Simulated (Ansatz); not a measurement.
## Electronic structure of SnO in real space

```
CELL_PARAMETERS angstrom
3.86817 0.00000 0.00000
0.00000 3.86817 0.00000
0.00000 0.00000 5.06728
ATOMIC_POSITIONS crystal
Sn 0.00000 0.50000 0.22874
Sn 0.50000 0.00000 0.77126
O 0.00000 0.00000 0.00000
O 0.50000 0.50000 0.00000
```

Space group P4/nmm.

Level of theory: DFT PBE, scalar-relativistic, plane waves, PAW (Ansatz 0.2.0).

In a PAW calculation such maps are meaningful between the atoms, not at the nuclei.

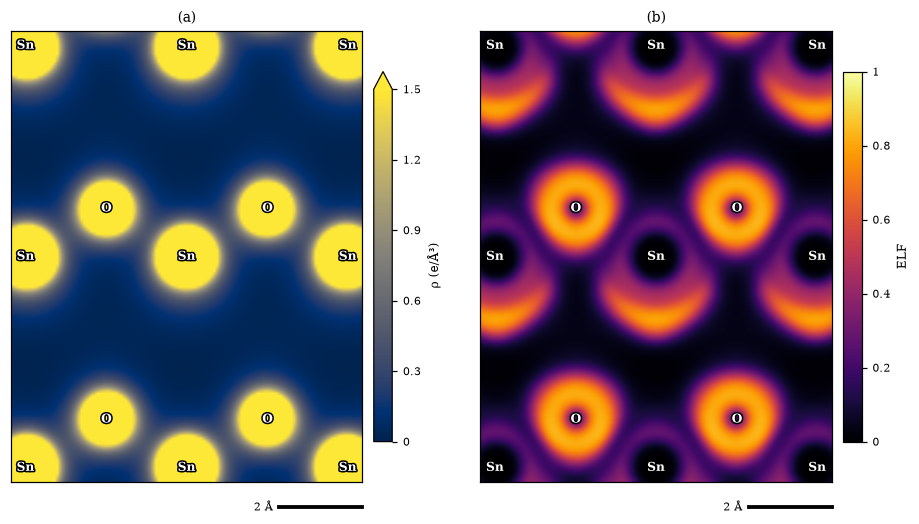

Figure 1. (a) valence electron density; (b) ELF on the (010) plane of the conventional cell.

Q: Describe what can be read from this map.

A: The plane passes through Sn and O nuclei.
Sn–O (2.25 Å): ρ at the midpoint is about 0.44 e/Å³; the ELF peaks at about 0.85 in the valence shell of O, 0.6 Å from its nucleus, and is about 0.20 at the midpoint; no shared electron pair shows on this line.
Between the atoms the lowest density in this plane is 0.02 e/Å³.

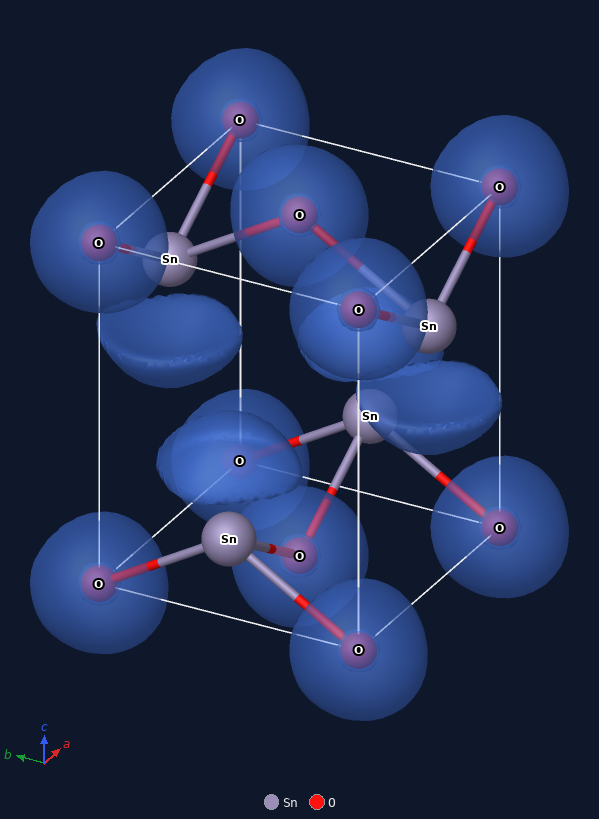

Figure 2. Isosurface of the ELF at 0.6 (blue), seen at an oblique angle. Only the valence region is drawn (cores and ρ < 0.01 e/Å³ removed). Sticks mark near contacts.

Q: Where are the electrons localised?

A: The ELF exceeds this value in two lobes on Sn, pointing away from the bonds (lone pairs) and two regions wrapped around O (the valence shell of each), counted in one cell of 4 atoms. Any copies at cell faces, edges or corners count once.

Q: Does the calculation give a band gap?

A: It is gapped, with a Kohn–Sham gap of 0.50 eV on the k-point mesh (the band edges may lie off the mesh, which would make the gap smaller).
